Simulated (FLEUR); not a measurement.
**Energy of Yb along an even scaling of the cell**

System: Yb (Im-3m, 1 atom in the cell).
Method: Kohn-Sham DFT of a periodic cell, WC, all-electron, spin-polarised (FLEUR MaX-R8.1 (later development tree)).

The 5 runs differ only in the geometry, by an even scaling of the cell at fixed fractional positions. The structure derives from a Materials Project entry.

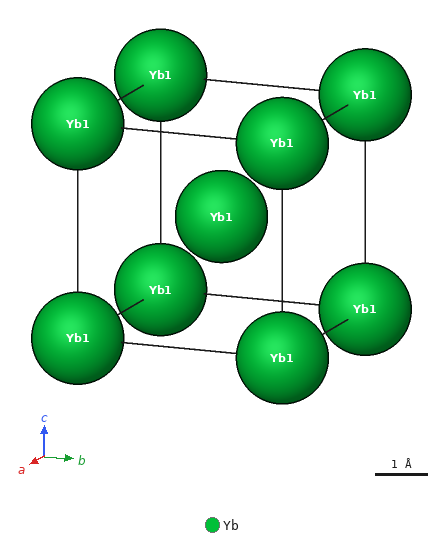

Figure 1. The structure of run 3 (spheres-only view of the cell 2 times as large as that of the calculation, set on its symmetry axes, seen slightly off an axis; atoms are numbered from 1 in the order of the input).

**Input of run 3**
```
<?xml version="1.0" encoding="UTF-8" standalone="no"?>
<fleurInput fleurInputVersion="0.39">
   <comment>
      Yb                                                                                                  
   </comment>
   <calculationSetup>
      <cutoffs Kmax="4.1" Gmax="12.7" GmaxXC="12.7" numbands="0"/>
      <scfLoop itmax="60" minDistance="0.00001" maxIterBroyd="15" imix="Anderson" alpha="0.05" precondParam="0.0" spinf="2.0" sdNocoIR="T"/>
      <coreElectrons ctail="T" frcor="F" kcrel="0" coretail_lmax="0"/>
      <xcFunctional name="wc" relativisticCorrections="F"/>
      <magnetism jspins="2"/>
      <soc l_soc="F" theta="0.0" phi="0.0" spav="F"/>
      <expertModes spex="0" secvar="F"/>
      <geometryOptimization l_f="F" forcealpha="1.0" forcemix="BFGS" epsdisp="0.00001" epsforce="0.00001"/>
      <ldaU l_linMix="F" mixParam="0.05" spinf="1.0"/>
   </calculationSetup>
   <cell>
      <bzIntegration valenceElectrons="24.0" mode="hist" fermiSmearingEnergy="0.00183747">
         <kPointListSelection listName="default-1"/>
         <!-- k-points included here -->
         <xi:include xmlns:xi="http://www.w3.org/2001/XInclude" href="kpts.xml"> </xi:include>
      </bzIntegration>
      <!-- symmetry operations included here -->
      <xi:include xmlns:xi="http://www.w3.org/2001/XInclude" href="sym.xml"> </xi:include>
      <bulkLattice scale="1.0">
         <bravaisMatrix>
            <row-1>   -4.0657136317327813     4.0657136317327813     4.0657136317327813</row-1>
            <row-2>    4.0657136317327813    -4.0657136317327813     4.0657136317327813</row-2>
            <row-3>    4.0657136317327813     4.0657136317327813    -4.0657136317327813</row-3>
         </bravaisMatrix>
      </bulkLattice>
   </cell>
   <atomSpecies>
      <species name="Ytterbium 1.000" element="Yb" atomicNumber="70">
         <mtSphere radius="2.66" gridPoints="879" logIncrement="0.015"/>
         <atomicCutoffs lmax="11" lnonsphr="8"/>
         <electronConfig flipSpins="F">
            <coreConfig>(1s1/2) (2s1/2) (2p1/2) (2p3/2) (3s1/2) (3p1/2) (3p3/2) (4s1/2) (3d3/2) (3d5/2) (4p1/2) (4p3/2) (4d3/2) (4d5/2)</coreConfig>
            <valenceConfig>(5s1/2) (5p1/2) (5p3/2) (6s1/2) (4f5/2) (4f7/2)</valenceConfig>
         </electronConfig>
         <energyParameters s="6" p="5" d="5" f="4"/>
         <lo type="SCLO" l="0" n="5" eDeriv="0"/>
         <lo type="HELO" l="1" n="6" eDeriv="0"/>
         <lo type="HELO" l="1" n="6" eDeriv="1"/>
         <lo type="SCLO" l="2" n="5" eDeriv="2"/>
         <lo type="SCLO" l="3" n="4" eDeriv="2"/>
      </species>
   </atomSpecies>
   <atomGroups>
      <atomGroup species="Ytterbium 1.000">
         <relPos label="                   1">.0000000000 .0000000000 .0000000000</relPos>
         <force calculate="T" relaxXYZ="TTT"/>
      </atomGroup>
   </atomGroups>
   <output dos="F" band="F" slice="F">
      <checks vchk="F" cdinf="F"/>
      <bandDOS minEnergy="-.5*Htr" maxEnergy="0.5*Htr" sigma="0.015" storeEVData="T"/>
      <vacuumDOS vacdos="F" integ="F" star="F" nstars="0" locx1="0.0" locy1="0.0" locx2="0.0" locy2="0.0" nstm="0" tworkf="0.0"/>
      <unfoldingBand unfoldBand="F" supercellX="1" supercellY="1" supercellZ="1"/>
      <plotting iplot="0" polar="F">
         <plot TwoD="T" vec1="  1.0  0.0  0.0" vec2="  0.0  1.0  0.0" vec3="  0.0  0.0  1.0" zero="  0.0  0.0  0.0" file="plot"/>
      </plotting>
      <chargeDensitySlicing numkpt="0" minEigenval="0.0" maxEigenval="0.0" nnne="0" pallst="F"/>
      <specialOutput eonly="F"/>
      <moessbauerParams electricFieldGradient="T" isomerShift="T" coreHyperfine="T" valenceHyperfine="T"/>
      <magneticCircularDichroism mcd="F" energyLo="-10.0" energyUp="0.0"/>
   </output>
  <!-- We include the file relax.xml here to enable relaxations (see documentation) -->
  <xi:include xmlns:xi="http://www.w3.org/2001/XInclude" href="relax.xml"> <xi:fallback/> </xi:include>
</fleurInput>
```

Lattice vectors (Å) and fractional positions of run 3:
```
  -2.151483    2.151483    2.151483
   2.151483   -2.151483    2.151483
   2.151483    2.151483   -2.151483
Yb  0.000000  0.000000  0.000000
```

Run 2 has the same physical settings and fractional positions; its lattice vectors (Å) are:
```
  -2.122405    2.122405    2.122405
   2.122405   -2.122405    2.122405
   2.122405    2.122405   -2.122405
```

**Results, with one run withheld**

```csv
run,volume per atom (Å³),"free energy per atom, from the lowest run given (meV)"
1,37.446,0.00
2,38.242,?
3,39.836,47.41
4,41.429,83.23
5,42.226,102.11
```

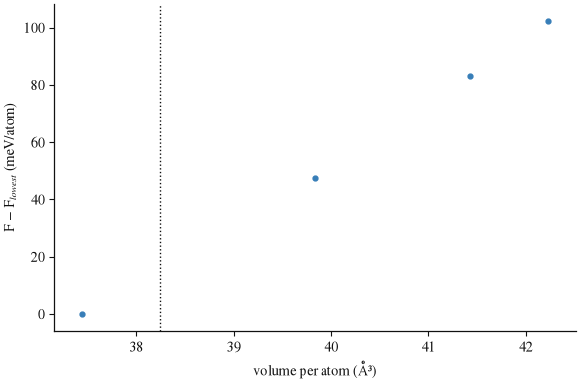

Figure 2. Free energy per atom of the runs given; the dotted line marks run 2.

What should run 2 give?

A quadratic polynomial in V^(−2/3) (the Birch–Murnaghan form), fitted to the 4 runs given, misses them by under 0.01 meV per atom. With x = V^(−2/3) − 0.08527 Å⁻², it reads F = 54.487 − 15517 x + 5.256e+05 x² (meV per atom). At run 2 it gives 14.79 meV per atom, and the run itself gives 14.81. The fit has no minimum inside this range.

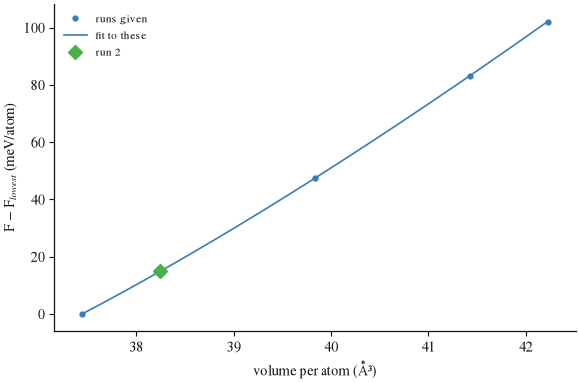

Figure 3. The fit and the withheld run.

**Output (run 2)**
```
Welcome to FLEUR        (www.flapw.de)
      MaX-Release 8.1          (www.max-centre.eu)

 ========== k-point set info ==========
 Selected k-point list: default-1
 k-point list type: mesh
 9 x 9 x 9
 Number of k points: 35

 ------------Calculation Setup---------------------------
 Number of MPI-tasks      :            1
 Number of PE/node        :            1
 Number of OMP-threads    :            1
 Most efficient MPI parallelization for:
           1           5           7          35
 Additional eigenvalue parallelization possible
 Number of basis functions:          356
 Approximate size of matrices (H+S) per k-point:         0.002 GB
 --------------------------------------------------------

 Iteration:     1   Distance:      78.02113636 me/bohr^3

 Iteration:     2   Distance:      15.19263300 me/bohr^3

 Iteration:     3   Distance:      11.45901121 me/bohr^3

 Iteration:     4   Distance:      23.06173336 me/bohr^3

 Iteration:     5   Distance:      25.85048709 me/bohr^3

 Iteration:     6   Distance:       9.11540493 me/bohr^3

 Iteration:     7   Distance:       9.59341275 me/bohr^3

 Iteration:     8   Distance:       5.35366291 me/bohr^3

 Iteration:     9   Distance:       5.27514132 me/bohr^3

 Iteration:    10   Distance:       2.66134430 me/bohr^3

 Iteration:    11   Distance:       2.79132083 me/bohr^3

 Iteration:    12   Distance:       4.72273069 me/bohr^3

 Iteration:    13   Distance:       5.40748887 me/bohr^3

 Iteration:    14   Distance:       3.02975322 me/bohr^3

 Iteration:    15   Distance:       0.19416067 me/bohr^3

 Iteration:    16   Distance:       0.04635412 me/bohr^3

 Iteration:    17   Distance:       0.01867953 me/bohr^3

 Iteration:    18   Distance:       0.00842275 me/bohr^3

 Iteration:    19   Distance:       0.00399384 me/bohr^3

 Iteration:    20   Distance:       0.00249239 me/bohr^3

 Iteration:    21   Distance:       0.00034170 me/bohr^3

 Iteration:    22   Distance:       0.00013142 me/bohr^3

 Iteration:    23   Distance:       0.00009336 me/bohr^3

 Iteration:    24   Distance:       0.00003107 me/bohr^3

 Iteration:    25   Distance:       0.00000088 me/bohr^3

 ********************************************************************
 Run finished successfully
 Stop message:
   all done
 ********************************************************************
```
